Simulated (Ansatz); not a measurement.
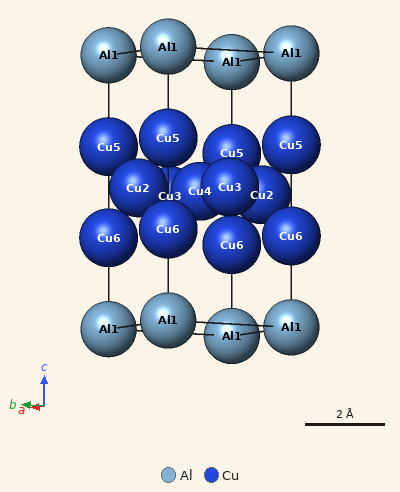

The input geometry (spheres-only view of the cell of the calculation, seen at an oblique angle; atoms are numbered from 1 in the order of the input). An atom can appear more than once, as a periodic image.

# AlCu$_{5}$: band-structure calculation

System: AlCu$_{5}$ (P6/mmm, 6 atoms in the cell).
Method: DFT PBE, scalar-relativistic, plane waves, PAW, no spin polarisation (Ansatz 0.2.0).

The structure was made by a generator, so it may or may not be a known phase. Figures and captions count atoms from 1; the log counts them from 0 in places.

**Input**
```yaml
crystal:
  lattice:
    - [4.7247254636, 0.0, 0.0]
    - [-2.3623627318, 4.0917322773, 0.0]
    - [0.0, 0.0, 6.9506518143]
  atoms:
    - { symbol: Al, position: [0.0, 0.0, 0.0] }
    - { symbol: Cu, position: [0.5, 0.0, 0.5] }
    - { symbol: Cu, position: [0.0, 0.5, 0.5] }
    - { symbol: Cu, position: [0.5, 0.5, 0.5] }
    - { symbol: Cu, position: [0.0, 0.0, 0.6663912734] }
    - { symbol: Cu, position: [0.0, 0.0, 0.3336087266] }
basis:
  ecutwfc: 420
kpoints:
  mp_grid: { grid: [12, 12, 6] }
  band_path:
    path:
      - [[0.0, 0.0, 0.0], [0.5, 0.0, 0.0], [0.33333333, 0.33333333, 0.0], [0.0, 0.0, 0.0], [0.0, 0.0, 0.5], [0.5, 0.0, 0.5], [0.33333333, 0.33333333, 0.5], [0.0, 0.0, 0.5]]
      - [[0.5, 0.0, 0.5], [0.5, 0.0, 0.0]]
      - [[0.33333333, 0.33333333, 0.5], [0.33333333, 0.33333333, 0.0]]
    npoints: 14
hamiltonian:
  xc: pbe
scf:
  occupations: { method: gaussian, width: 0.1 }
  n_extra_bands: 15
output:
  forces: true
  stress: true
  eigenvalues: true
  populations: true
  dos: { projected: true, de: 0.02, nscf_kmesh: { grid: [15, 15, 8] } }
  bader: true
  write_density: true
  write_potential: true
  elf: true
  volumetric_format: npy
```

Machine: 1 thread of Intel Xeon @ 2.50GHz (Skylake/Cascade Lake), 189 GiB of memory available, shared host.

Command:
```bash
ansatz run input.yaml --threads 1 --pin off --max-ram 2560MiB --backend cpu --events-out ev --progress --plain --runs-dir out
```

**Output**
```
scf.n_extra_bands = 15 over 49 filled bands (N_el = 98.0): the run solves 64 bands
Engine: ansatz 0.2.0, x86_64-unknown-linux-gnu
Pseudopotentials: kind: paw
Pseudopotential: Al, paw, valence charge 3, recommended cutoff 420 eV (normal), Al.paw.azcp
Pseudopotential: Cu, paw, valence charge 19, recommended cutoff 420 eV (normal), Cu.paw.azcp
Functional definition: PBE
  parameter kappa = 0.804
  parameter beta = 0.06672455060314922
  exchange = pbe_x(kappa = kappa, mu = beta*pi^2/3)
  correlation = pbe_c(beta = beta)
Crystal: 6 atoms, lattice volume = 134.372 Å³
Basis set: ecut = 420 eV, 2597 PW (Γ), exchange–correlation on 64×64×96 points (8 copies of the dense FFT grid, shifted against one another)
Bands: 64, of which v1, the nominal top of the filled ones, is band 49 counted from 1 (48 counted from 0)
Symmetry: 24 space group operations
Space group: P6/mmm (ITA 191), of the structure as read, at distance tolerance 5.1e-5 Å
k-points: 76 of 864
Non-local potential: Al, projectors of the file, l = 0: 2, l = 1: 2, l = 2: 1
Non-local potential: Cu, projectors of the file, l = 0: 3, l = 1: 2, l = 2: 3, l = 3: 1
PAW form: soft (Blöchl's): semilocal exchange-correlation on the pseudo side does not see the compensation charge
PAW one-centre angular grid: Al, 110 points (default); XC on 64 Gauss nodes
PAW one-centre angular grid: Cu, 590 points (default); XC on 64 Gauss nodes
Initial density: superposition of atomic densities (neutral atoms: chi_scale 0, normalization atom), corrected by the library's trained network
Initial wavefunctions: pseudopotential atomic-orbital guess
Functional: x = pbe(κ = 0.804, μ = 0.2195149727645171), c = pbe(β = 0.06672455060314922)
SCF iter   1: F=—  HF=-33659.642075 eV  |F-HF|=—  |Δ(HF+E_count)|=         —  Δρ=5.09e-3  dr2=4.92e-2  ethr=1.77e-3  ⟨swp⟩=5.4  Hψ=18705  notcnv=0  defer=150
preconditioner: auto → LDOS  [metal: Δε(μ)=0.063 eV  Ē_g=8.584 eV  σ=0.100 eV  W_gap=0.34  n_scr=34 (ndim 8)  ℏωp=24.4 eV  f_vac=0.288  D(μ)=1.77/eV (n_scr^D=8)  β→1.0]
SCF iter   2: F=—  HF=-33659.658788 eV  |F-HF|=—  |Δ(HF+E_count)|=   1.67e-2  Δρ=1.23e-2  dr2=1.29e-1  ethr=5.02e-5  ⟨swp⟩=2.0  Hψ=8669  notcnv=0  defer=686
SCF iter   3: F=—  HF=-33659.644197 eV  |F-HF|=—  |Δ(HF+E_count)|=   1.46e-2  Δρ=6.80e-3  dr2=3.81e-2  ethr=5.02e-5  ⟨swp⟩=2.0  Hψ=8202  notcnv=0  defer=686
SCF iter   4: F=—  HF=-33659.637289 eV  |F-HF|=—  |Δ(HF+E_count)|=   6.91e-3  Δρ=1.93e-3  dr2=3.27e-3  ethr=3.88e-5  ⟨swp⟩=2.1  Hψ=6922  notcnv=0  defer=427
SCF iter   5: F=—  HF=-33659.636815 eV  |F-HF|=—  |Δ(HF+E_count)|=   4.74e-4  Δρ=3.76e-4  dr2=1.34e-4  ethr=3.34e-6  ⟨swp⟩=2.0  Hψ=6415  notcnv=0  defer=386
SCF iter   6: F=—  HF=-33659.636821 eV  |F-HF|=—  |Δ(HF+E_count)|=   5.69e-6  Δρ=8.64e-5  dr2=8.80e-6  ethr=1.36e-7  ⟨swp⟩=2.0  Hψ=6207  notcnv=0  defer=386
SCF iter   7: F=—  HF=-33659.636742 eV  |F-HF|=—  |Δ(HF+E_count)|=   7.91e-5  Δρ=3.64e-5  dr2=1.25e-6  ethr=8.98e-9  ⟨swp⟩=2.0  Hψ=6337  notcnv=0  defer=386
SCF iter   8: F=-33659.636742 eV  HF=-33659.636742 eV  |F-HF|=5.05e-9  |Δ(HF+E_count)|=   2.30e-8  Δρ=4.29e-6  dr2=3.70e-8  ethr=1.02e-10  ⟨swp⟩=13.3  Hψ=39136  notcnv=0
SCF 1 converged in 8 iterations: F = -33659.636742 eV  dr2 = 3.70e-8
  greatest PAW one-centre occupation: 1.000 electrons in one spin orbital (limit 2), on the Cu atom at site 1 (counted from 0), in its partial waves of l = 0
```

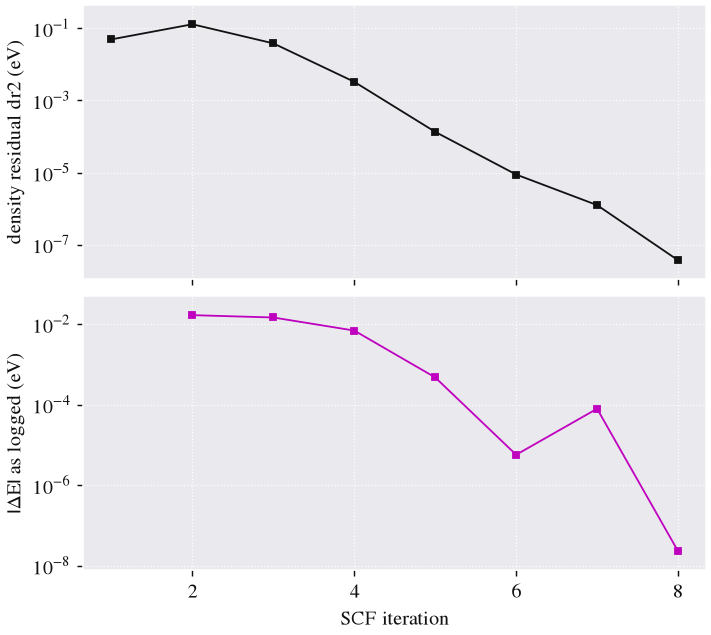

Convergence of the self-consistent field: density residual dr2 and size of the energy change against the SCF iteration. The residual comes down, with one marked jump up, by a factor of about 2.5, at step 2.

```
NSCF: frozen V_eff on 129 k-points
NSCF: frozen V_eff on 135 k-points
SCF converged after 8 iterations
Free energy (F): -33659.636742 eV
Harris-Foulkes:  -33659.636742 eV  (|F-HF|=5.05e-9)
Internal energy: -33659.627476 eV  (E = F + TS)
E sigma→0 (E₀):  -33659.632109 eV
Entropy (-TS):   -0.009266 eV (-1.544 meV/atom)
Fermi energy:    6.625778 eV
--- Per-component energies (eV) ---
  E_band       = -2726.865786
  E_kinetic    = 1516.614570
  E_local      = -39006.823154  (includes V_loc(G=0)·N_el)
  E_nonlocal   = 1963.306341
  E_hartree    = 17833.338198
  E_xc         = -480.688857
  E_vxc        = -597.270424  (∫ρ·V_xc dr)
  E_paw        = -8785.012546  (= ΣΔE_a)
  E_vpaw       = -2269.340932  (= ΣTr[D̂ρ^β])
  E_aug_tail   = 0.001313  (compensation charges beyond the density's cutoff)
  E_ewald      = -6700.363341
  E_smearing   = -0.009266  (= −TS)
  E_closure    = -0.000000  (closes the sum)
  Σ components = -33659.636742   (vs F -33659.636742, Δ=0.00e0)
--- Forces (eV/Å), atoms counted from 1 ---
  atom   1  Al    -0.00000000     0.00000000     0.00000000
  atom   2  Cu    -0.00000000    -0.00000000     0.00000000
  atom   3  Cu     0.00000000    -0.00000000     0.00000000
  atom   4  Cu     0.00000000     0.00000000     0.00000000
  atom   5  Cu     0.00000000     0.00000000     0.00163570
  atom   6  Cu    -0.00000000    -0.00000000    -0.00163570
  max |Σ_I F_I| component: 1.16e-18 eV/Å
--- Stress (GPa, compression-positive) ---
        0.008550      -0.000000       0.000000
        0.000000       0.008550      -0.000000
        0.000000      -0.000000       0.010536
  P = ⅓ Tr σ = 0.0092 GPa (0.092 kbar)
--- Band table (eV; the first three rows and the last of 76) ---
  k-point 0: bands = ["-105.9479", "-105.9387", "-105.6194", "-105.5987", "-105.5987", "-63.5216", "-63.4358", "-63.2402", "-63.2402", "-63.2276", "-63.2276", "-63.2093", "-63.0914", "-63.0914", "-62.9999", "-62.9999", "-62.9797", "-62.8365", "-62.8175", "-62.8175", "-0.9127", "1.5081", "2.2635", "2.5285", "2.5285", "3.0650", "3.1748", "3.1748", "3.2486", "3.6726", "3.6726", "3.7005", "3.9353", "3.9353", "3.9610", "4.1297", "4.1297", "4.3012", "4.3012", "4.6216", "4.7662", "4.7662", "4.9097", "5.0958", "5.0958", "5.2900", "5.2900", "5.7397", "7.6123", "7.6123", "8.3126", "10.6623", "10.6623", "10.7984", "10.9986", "12.3112", "12.3112", "12.9246", "13.1156", "13.1156", "13.9320", "14.7563", "14.7563", "14.8682"]
  k-point 1: bands = ["-105.9479", "-105.9387", "-105.6194", "-105.5987", "-105.5987", "-63.5216", "-63.4358", "-63.2402", "-63.2402", "-63.2276", "-63.2276", "-63.2094", "-63.0914", "-63.0914", "-62.9999", "-62.9999", "-62.9797", "-62.8365", "-62.8175", "-62.8175", "-0.8728", "1.4481", "2.1301", "2.5288", "2.5288", "3.0166", "3.1802", "3.1802", "3.2483", "3.6726", "3.6726", "3.7231", "3.8852", "3.9361", "3.9361", "4.1285", "4.1285", "4.2833", "4.2833", "4.7666", "4.7666", "4.9097", "5.0955", "5.0955", "5.1106", "5.2900", "5.2900", "5.7397", "7.7134", "7.7134", "8.3159", "10.1380", "10.3266", "10.3266", "11.1002", "12.3619", "12.3619", "12.5952", "13.6054", "13.6054", "14.0567", "14.0567", "14.2917", "15.7095"]
  k-point 2: bands = ["-105.9479", "-105.9387", "-105.6194", "-105.5987", "-105.5987", "-63.5215", "-63.4359", "-63.2402", "-63.2402", "-63.2276", "-63.2276", "-63.2094", "-63.0914", "-63.0914", "-62.9999", "-62.9999", "-62.9797", "-62.8365", "-62.8175", "-62.8175", "-0.7834", "1.2722", "1.9603", "2.5295", "2.5295", "2.9820", "3.1914", "3.1914", "3.2480", "3.6726", "3.6726", "3.7512", "3.8169", "3.9376", "3.9376", "4.1261", "4.1261", "4.2481", "4.2481", "4.7673", "4.7673", "4.9097", "5.0949", "5.0949", "5.2901", "5.2901", "5.7397", "6.1249", "7.9650", "7.9650", "8.3226", "8.8942", "9.7495", "9.7495", "11.2403", "12.0593", "12.5031", "12.5031", "13.4877", "13.4877", "14.6783", "14.6783", "15.2362", "15.5686"]
  k-point 75: bands = ["-105.9479", "-105.9387", "-105.6091", "-105.6091", "-105.5987", "-63.5222", "-63.4358", "-63.2367", "-63.2367", "-63.2280", "-63.2280", "-63.1345", "-63.1345", "-63.0504", "-63.0449", "-63.0074", "-63.0074", "-62.8266", "-62.8266", "-62.8175", "1.3688", "1.7962", "1.9054", "1.9054", "3.0746", "3.0746", "3.1877", "3.2822", "3.3070", "3.4599", "3.4599", "3.6048", "3.6048", "4.0984", "4.0984", "4.1286", "4.1286", "4.2265", "4.2265", "4.5749", "4.5749", "4.6526", "4.8398", "4.8398", "4.9082", "5.1468", "5.1969", "5.2190", "5.2190", "6.9989", "6.9989", "7.4954", "10.6706", "11.0361", "11.0361", "12.2083", "12.2083", "14.1627", "14.1627", "14.5086", "14.5086", "14.7377", "15.5571", "19.6191"]
--- Löwdin populations: 6 sites ---
  site symbol       q [e]
     0     Al      3.1905
     1     Cu     18.8969
     2     Cu     18.8969
     3     Cu     18.8969
     4     Cu     18.7867
     5     Cu     18.7867
  spilling = 0.005565 (of n_electrons = 98.000000)
--- Bader charges: 6 sites ---
  site symbol  charge [e]  shift [e]
     0     Al      1.0193     0.0029
     1     Cu     -0.0393     0.0000
     2     Cu     -0.0393     0.0000
     3     Cu     -0.0393     0.0000
     4     Cu     -0.4507     0.0015
     5     Cu     -0.4507     0.0015
  estimated error of the sums over rays = 1.5e-4 e
```

**File bader_charges.tsv**
```
# site	symbol	x_ang	y_ang	z_ang	partial_charge_e	electrons	volume_ang3	relative_density_drop	shared_charge_e	partial_wave_shift_e
# quadrature_error_electrons = 1.5e-4
0	Al	0.0000	0.0000	0.0000	1.01925	11.98075	33.64	-	1.01925	0.00294
1	Cu	2.3624	0.0000	3.4753	-0.03928	29.03928	17.70	-	-0.03928	0.00001
2	Cu	-1.1812	2.0459	3.4753	-0.03928	29.03928	17.70	-	-0.03928	0.00001
3	Cu	1.1812	2.0459	3.4753	-0.03929	29.03929	17.70	-	-0.03929	0.00001
4	Cu	0.0000	0.0000	4.6319	-0.45069	29.45069	23.76	-	-0.45069	0.00149
5	Cu	0.0000	0.0000	2.3188	-0.45072	29.45072	23.76	-	-0.45072	0.00149
```

**File populations.tsv**
```
# site	symbol	l	j	q
# orbitals = lowdin
# n_electrons = 98.000000
# spilling = 0.005565
0	Al	0_3S	-	1.636227
0	Al	1_3P	-	1.554285
1	Cu	0_3S	-	1.996322
1	Cu	0_4S	-	1.087545
1	Cu	1_3P	-	5.998955
1	Cu	2_3D	-	9.814107
2	Cu	0_3S	-	1.996322
2	Cu	0_4S	-	1.087545
2	Cu	1_3P	-	5.998955
2	Cu	2_3D	-	9.814107
3	Cu	0_3S	-	1.996322
3	Cu	0_4S	-	1.087545
3	Cu	1_3P	-	5.998955
3	Cu	2_3D	-	9.814107
4	Cu	0_3S	-	1.992250
4	Cu	0_4S	-	1.007574
4	Cu	1_3P	-	5.997513
4	Cu	2_3D	-	9.789330
5	Cu	0_3S	-	1.992250
5	Cu	0_4S	-	1.007574
5	Cu	1_3P	-	5.997513
5	Cu	2_3D	-	9.789330
```

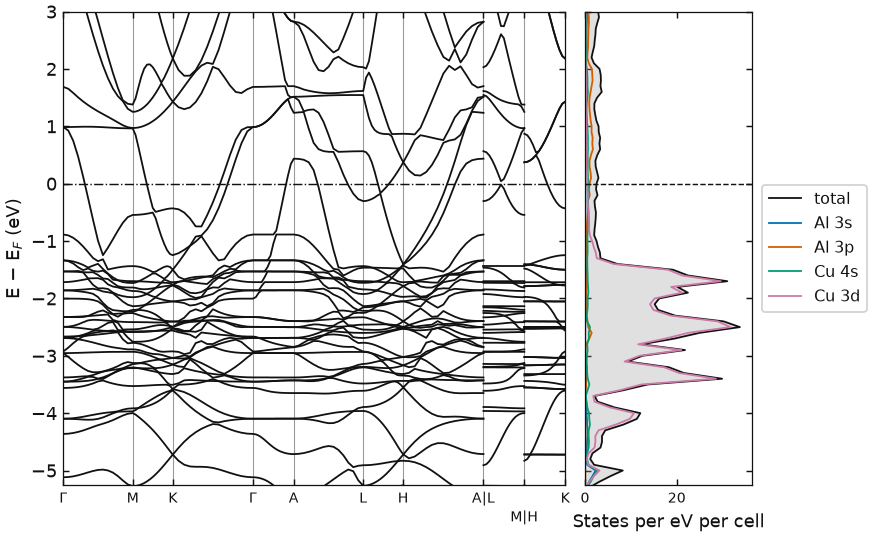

Band structure along Γ–M–K–Γ–A–L–H–A|L–M|H–K and density of states (projected on Löwdin-orthogonalised atomic shells), with energies from the Fermi level. Bands cross the Fermi level: a metal at this level of theory.

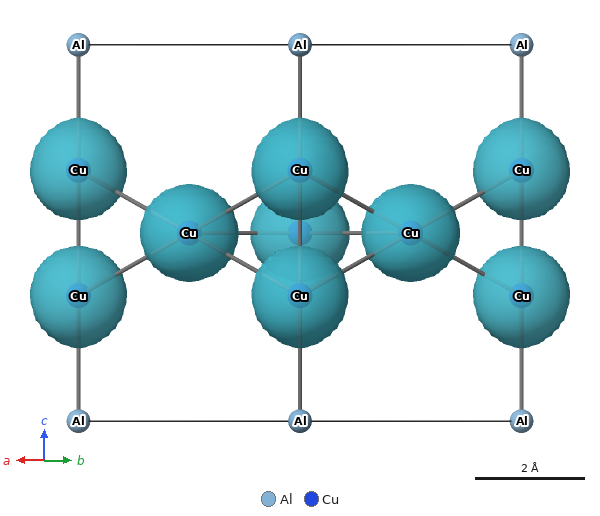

Isosurface of the valence pseudo-density at 0.6 e/Å³ (cyan), seen along [110]. Sticks mark near contacts. The outline is the cell set on symmetry axes. At this value the density breaks into separate islands; it holds about 85 % of the electrons treated as valence (semicore included). It is pinched off along the Cu–Cu (2.31 Å), Al–Cu (2.32 Å), Cu–Cu (2.36 Å) and Cu–Cu (2.63 Å) contacts. On the grid the lowest density along these lines, outside the cores, is 0.37 e/Å³ (Cu–Cu, 2.31 Å), 0.37 e/Å³ (Al–Cu, 2.32 Å), 0.37 e/Å³ (Cu–Cu, 2.36 Å) and 0.24 e/Å³ (Cu–Cu, 2.63 Å). In a PAW calculation such maps are meaningful between the atoms, not at the nuclei.

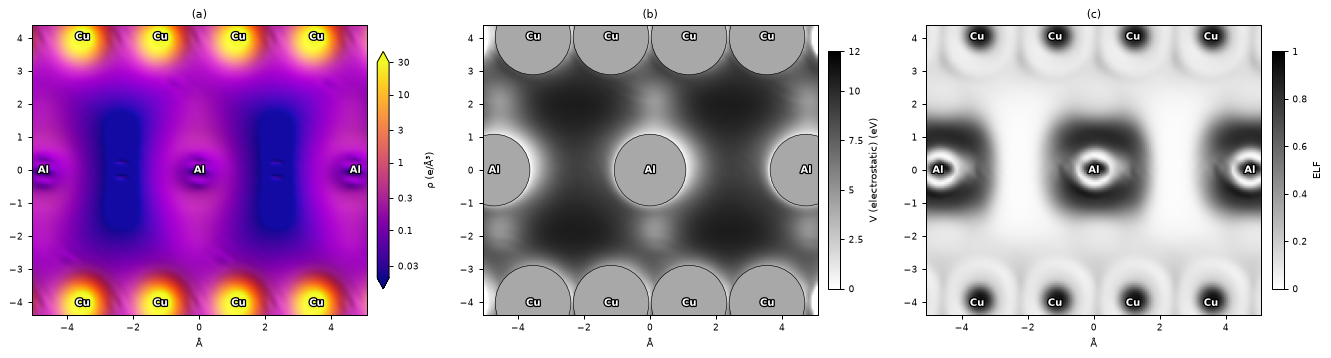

(a) valence electron density; (b) electrostatic potential energy of an electron; (c) ELF on the (011) plane of the conventional cell. Grey discs, where drawn, cover atomic cores. Atoms in the plane: Al and Cu. Cu–Cu (2.36 Å): ρ is about 0.34 e/Å³ halfway; the ELF is about 0.25 at the midpoint (no shared electron pair). The density dies away to nearly zero in the voids. The strong features right at Cu lie inside the PAW spheres (semicore, d or f shells) and say nothing about bonding. Outside the cores the potential energy rises away from the atoms and is highest about 2.1 Å from the nearest atoms; outside the discs it spans about 10 eV, and its zero is arbitrary.

**Key numbers**

| quantity | value |
| --- | --- |
| outcome | converged |
| space group (tolerance 0.01 Å) | P6/mmm (191) |
| electrons treated | 98 |
| free energy | −33659.6367 eV |
| Fermi energy | 6.626 eV |
| gap on the k-point mesh | none (metallic) |
| pressure | 0.01 GPa |
| largest force (length of the vector) | 0.002 eV/Å |
| wall time | 5.2 min |
| peak memory | 0.95 GiB |
